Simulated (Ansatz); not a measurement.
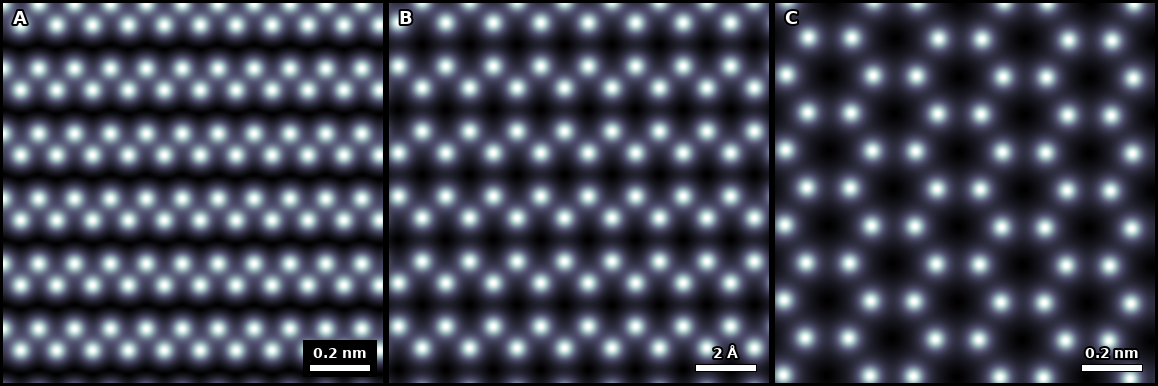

Three views of Cu (P6_3/mmc, No. 194) along different zone axes. Computed as the sum of neutral-atom potentials (tabulated electron scattering factors, B = 0.5 Å²) projected along the beam and smoothed by 0.25 Å; brighter is more positive. The display is stretched by a gamma of 0.6; percentages refer to the linear signal. Atomic positions: the geometry relaxed at fixed volume with DFT r2SCAN, scalar-relativistic, plane waves, PAW (Ansatz 0.2.0); the starting structure was generated, so it need not be a known form of this composition.

```
Cu
1.0
     2.56948    0.00000    0.00000
    -1.28474    2.22524    0.00000
     0.00000    0.00000    4.18960
Cu
2
Direct
  0.33333 0.66667 0.75000
  0.66667 0.33333 0.25000
```

Q: Match the panels to the zone axes [001], [102] and [201].

A is [102]: projected cell 1.23 × 2.23 Å, 90°, plane group p2mg. B is [201]: projected cell 1.62 × 2.37 Å, 110°, plane group c2mm. C is [001]: projected cell 2.57 × 2.57 Å, 120°, plane group p6mm.
